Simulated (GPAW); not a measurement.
# How BP absorbs and reflects light

Aim: the dielectric function of BP, and the optical constants that follow from it.

Program: GPAW 26.7.0. Level of theory: DFT, LDA, plane-wave PAW (GPAW data sets), scalar-relativistic, RPA, optical limit. Results are calculated unless marked as measured.

## (1) The starting structure

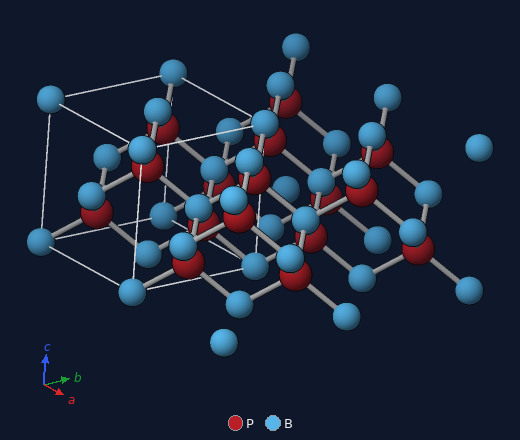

The starting structure, seen from a free direction (phosphorus red, boron blue). 2×2×1 cells are drawn. This picture shows the conventional cell, with its axes. Bonds to atoms that aren't drawn are left out. Some periodic images of atoms are drawn too.

As a file:

```xyz
2
Lattice="0.0000 2.2690 2.2690 2.2690 0.0000 2.2690 2.2690 2.2690 0.0000" Properties=species:S:1:pos:R:3 pbc="T T T"
P     3.4035    3.4035    3.4035
B     0.0000    0.0000    0.0000
```

## (2) Bands for the response

At the fixed density, many empty bands are solved on the mesh of the response, since the spectrum sums over them.

This step: DFT, LDA, plane-wave PAW (GPAW data sets), scalar-relativistic, bands at fixed density (GPAW 26.7.0).

File nscf.py:

```python
from ase.dft.bandgap import bandgap
from gpaw import GPAW, FermiDirac

calc = GPAW('gs.gpw').fixed_density(kpts={'size': (13, 13, 13), 'gamma': True}, nbands=30, convergence={'bands': 24},
                                    occupations=FermiDirac(0.001), txt='nscf.txt')
print('gap (eV)', bandgap(calc, output=None)[0])
print('direct gap (eV)', bandgap(calc, direct=True, output=None)[0])
print('top band over the Fermi level (eV)', min(calc.get_eigenvalues(kpt=k)[23] for k in range(len(calc.get_ibz_k_points()))) - calc.get_fermi_level())
calc.write('full.gpw', mode='all')
```

Launch:

```
> OMP_NUM_THREADS=1 python nscf.py
```

Numbers of over 12 decimals in the logs are rounded to 6 here.

The log of the run:

```text
Diagonalizing LCAO Hamiltonian
Converting LCAO to pw mode
convergence criteria:
- Maximum integral of absolute [eigenst]ate change: 4e-08 eV^2 / valence electron
maximum number of iterations: 150

SCF iterations
|iter     |      energy | eigst |  dens |
|iter:   1||             | +3.46 |       |
|iter:   2||             | +1.72 |       |
|iter:   3||             | -0.47 |       |
|iter:   4||             | -1.94 |       |
|iter:   5||             | -3.49 |       |
|iter:   6||             | -4.68 |       |
|iter:   7||             | -6.05 |       |
|iter:   8||             | -6.90 |       |
|iter:   9||             | -7.55c|       |
SCF steps: 9
  __  _  _
 | _ |_)|_||  |
 |__||  | ||/\| - 26.7.0

Versions:
  Python: 3.12.14
  ASE:    3.29.0
  Numpy:  2.5.5
  Scipy:  1.18.1
  Libxc:  7.0.0

Input parameters:
  mode=PW(ecut=500.0),
  convergence={'bands': 24},
  gpts=array([18, 18, 18]),
  kpts=MonkhorstPack(size=(13, 13, 13), gamma=True),
  maxiter=150,
  nbands=30,
  occupations=Occupations(name='fermi-dirac', width=0.001, fixmagmom=False),
  parallel={},
  xc=XC(name='LDA')

--- standard output ---
gap (eV) 1.203905
direct gap (eV) 3.379134
top band over the Fermi level (eV) 37.816118
```

The job ended after 25 s (1 thread of Arm Neoverse V2, shared host; peak memory 0.16 GiB).

This step gave:

| Property | Result |
| --- | --- |
| gap on the k-mesh | 1.204 eV |
| direct gap on the mesh | 3.379 eV |

## (3) Dielectric function, RPA

Transitions between filled and empty bands, summed over the zone, give the optical response, so mesh, band count and broadening shape it.

The induced potential is part of this response.

This step: DFT, LDA, plane-wave PAW (GPAW data sets), scalar-relativistic, RPA, optical limit (GPAW 26.7.0).

File df.py:

```python
from gpaw.response.df import DielectricFunction

df = DielectricFunction('full.gpw', frequencies={'type': 'nonlinear', 'domega0': 0.03, 'omega2': 8},
                        ecut=50,
                        eta=0.15,
                        nbands=24,
                        txt='df.txt')
for direction in ['x']:
    df.get_dielectric_function(xc='RPA', direction=direction, filename=f'df_{direction}.csv')
```

Launch:

```
> OMP_NUM_THREADS=1 python df.py
```

The log of the run:

```text
Using integrator: PointIntegrator
NonLinearFrequencyDescriptor(from 0.000 to 62.066 eV, 492 points)
Nonperiodic BCs:  [False False False]
Using integrator: PointIntegrator
NonLinearFrequencyDescriptor(from 0.000 to 62.066 eV, 492 points)
Nonperiodic BCs:  [False False False]

Calculating chi0 body with:
    Ground state adapter containing:
    Number of spins: 1
    Number of kpoints: 2197
    Number of irreducible kpoints: 84
    Number of completely occupied states: 4
    Number of partially occupied states: 4

    Linear response parametrization:
    q_c: [0.0, 0.0, 0.0]
    Number of frequency points: 492
    Planewave cutoff: 50.0
    Number of bands: 24
    Number of planewaves: 15
    Broadening (eta): 0.15

Integrating chi0 body.

Symmetries of q_c:
    Direct symmetries (Uq -> q): 24
    Indirect symmetries (TUq -> q): 24
In total 48 allowed symmetries.

84 groups of equivalent kpoints. 96.176604% reduction.

Integral kind: spectral function

Calculating chi0 optical extensions with:
    Ground state adapter containing:
    Number of spins: 1
    Number of kpoints: 2197
    Number of irreducible kpoints: 84
    Number of completely occupied states: 4
    Number of partially occupied states: 4

    Linear response parametrization:
    Number of frequency points: 492
    Planewave cutoff: 50.0
    Number of bands: 24
    Number of planewaves: 15
    Broadening (eta): 0.15
Integrating chi0 head and wings.

Symmetries of q_c:
    Direct symmetries (Uq -> q): 24
    Indirect symmetries (TUq -> q): 24
In total 48 allowed symmetries.

84 groups of equivalent kpoints. 96.176604% reduction.

Integral kind: spectral function wings
```

The job ended after 3.8 s (1 thread; peak memory 0.2 GiB).

This step gave:

- electronic dielectric constant ε∞, mean over x, y and z (by symmetry where fewer were run): 9.094
- main peak of Im epsilon, first axis: 5.686 eV

The Im ε, E ∥ x has structure finer than the step of the table below, so its rows give means over 1 eV, whole bins alone (the curve runs from 0 to 14.0 eV). Peaks (eV: height): 5.7: 30.1, 6.5: 24.5.

Values under the direct gap are tails of Lorentzian lines. The Im ε, E ∥ x by photon energy; means over each step:

```csv
photon energy (eV),"Im ε, E ∥ x"
1,0.0788
2,0.209
3,0.833
4,4.92
5,13.2
6,22.8
7,14.6
8,5.58
9,5.70
10,3.04
11,2.09
12,2.04
13,1.28
```

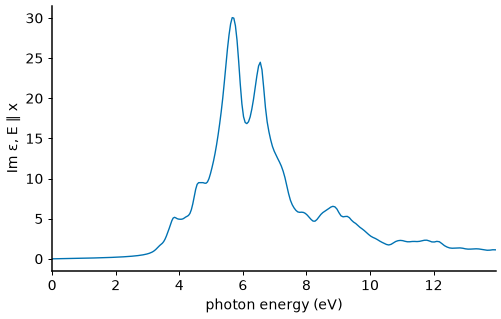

Im ε, E ∥ x against photon energy.

The Re ε, E ∥ x by photon energy:

```csv
photon energy (eV),"Re ε, E ∥ x"
0,9.09
1,9.34
2,10.2
3,12.5
4,14.6
5,18.4
6,-1.44
7,-8.17
8,-4.95
9,-4.33
10,-4.20
11,-2.27
12,-2.11
13,-1.74
```

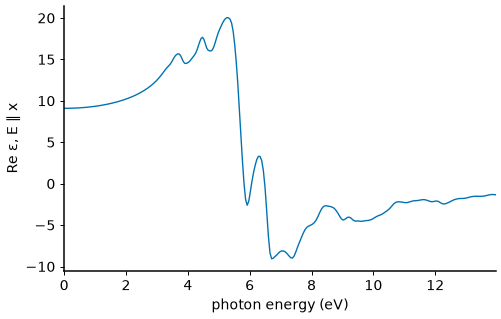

Re ε, E ∥ x, plotted against photon energy.

The reflectivity at normal incidence, E ∥ x has structure finer than the step of the table below, so its rows give means over 0.5 eV, whole bins alone (the curve runs from 0 to 14.0 eV). Peaks (eV: height): 5.82: 58.5, 7.44: 67.3, 10.38: 64.9, 12.42: 60.0.

Table of reflectivity at normal incidence, E ∥ x by photon energy; means over each step:

```csv
photon energy (eV),"reflectivity at normal incidence, E ∥ x (%)"
0.5,25.3
1.0,25.7
1.5,26.4
2.0,27.4
2.5,29.0
3.0,31.4
3.5,34.9
4.0,36.3
4.5,39.8
5.0,43.2
5.5,52.8
6.0,53.8
6.5,57.1
7.0,62.8
7.5,65.4
8.0,57.9
8.5,47.4
9.0,52.9
9.5,58.2
10.0,63.4
10.5,61.9
11.0,50.9
11.5,48.1
12.0,50.7
12.5,58.1
13.0,54.4
13.5,52.5
```

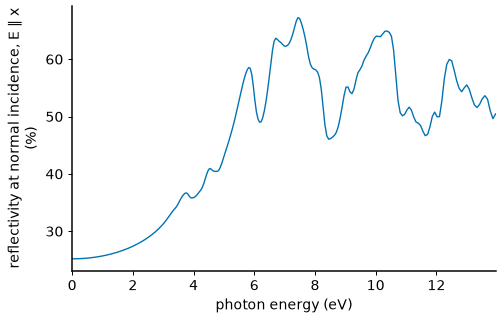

Reflectivity at normal incidence, E ∥ x against photon energy.

Values under the direct gap are tails of Lorentzian lines. Loss function −Im 1/ε at q → 0, E ∥ x against energy loss; read off at these points:

```csv
energy loss (eV),"loss function −Im 1/ε at q → 0, E ∥ x"
0.00,0
0.50,4.3e-4
1.00,8.8e-4
1.50,0.00137
2.00,0.00192
2.50,0.00264
3.00,0.00397
3.50,0.00935
4.00,0.0208
4.50,0.0221
5.00,0.0239
5.50,0.0268
6.00,0.0542
6.50,0.0415
7.00,0.0546
7.50,0.0610
8.00,0.100
8.39,0.150
8.50,0.144
9.00,0.110
9.50,0.111
10.00,0.111
10.50,0.142
11.00,0.220
11.50,0.251
11.63,0.257
12.00,0.237
12.50,0.212
13.00,0.273
13.50,0.318
```

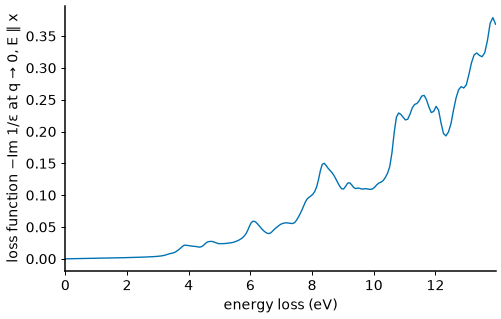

Loss function −Im 1/ε at q → 0, E ∥ x, plotted against energy loss.

Refractive index n and extinction k against photon energy:

```csv
photon energy (eV),n,k
0,3.02,0
1,3.06,0.0126
2,3.20,0.0314
3,3.54,0.0880
4,3.88,0.637
5,4.46,1.22
6,2.91,3.15
7,1.93,3.45
8,1.11,2.49
9,1.22,2.42
10,0.672,2.16
11,0.687,1.66
12,0.659,1.59
13,0.449,1.39
```

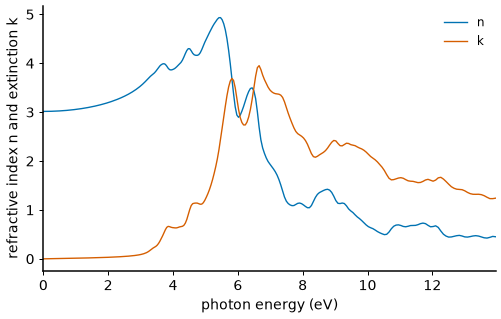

Refractive index n and extinction k against photon energy.

At chosen wavelengths:

```csv
wavelength (nm),n,k,R (%),1/α
1550,3.04,0.010,25.5,13 µm
800,3.12,0.022,26.5,3.0 µm
633,3.19,0.030,27.3,1.7 µm
532,3.28,0.042,28.3,1.0 µm
450,3.42,0.063,30.0,565 nm
365,3.79,0.225,34.0,129 nm
248,4.46,1.223,43.0,16 nm
```

Below the direct gap, k and the depth come from the tails of the Lorentzian lines, not from transitions.

Rows near the edge hang on the gap, which this functional as a rule makes too small, and phonon-assisted absorption is left out.

## (4) What came out

| Quantity | Value |
| --- | --- |
| electronic dielectric constant ε∞, mean over x, y and z (by symmetry where fewer were run) (RPA) | 9.09 |
| main peak of Im epsilon, first axis | 5.69 eV |

**Reading.** At this level (LDA, RPA) BP has ε∞ = 9.09 and n = 3.04 at 1550 nm, and Im ε peaks at 5.7 eV. On the mesh the gap is 1.20 eV and the least direct gap 3.38 eV, so on this mesh the band edges lie at different points. Local fields change the static value along x from 9.57 to 9.09 (-5 %). Distinct maxima of Im ε, read by a parabola through the highest points, lie at 5.69 eV (30), 6.54 eV (25) and 8.84 eV (6.5). Excitons and phonon-assisted transitions are missing; LDA gaps are as a rule too small, which pulls the onset down and ε∞ up. The sum runs over mesh points, so small or evenly spaced maxima can still be ripples of the mesh.

[Machine, clock and banner lines and Python warnings are left out of the logs.]

[Logs are printed without paths, hosts, clocks, repeated set-up lines and the standing remarks that a program may print on its own settings, such as how far it seeks lower states.]

[Hosts, paths, dates, database ids (printed as entryN), source tags and the programs' standing remarks are cut or masked in the printed files.]
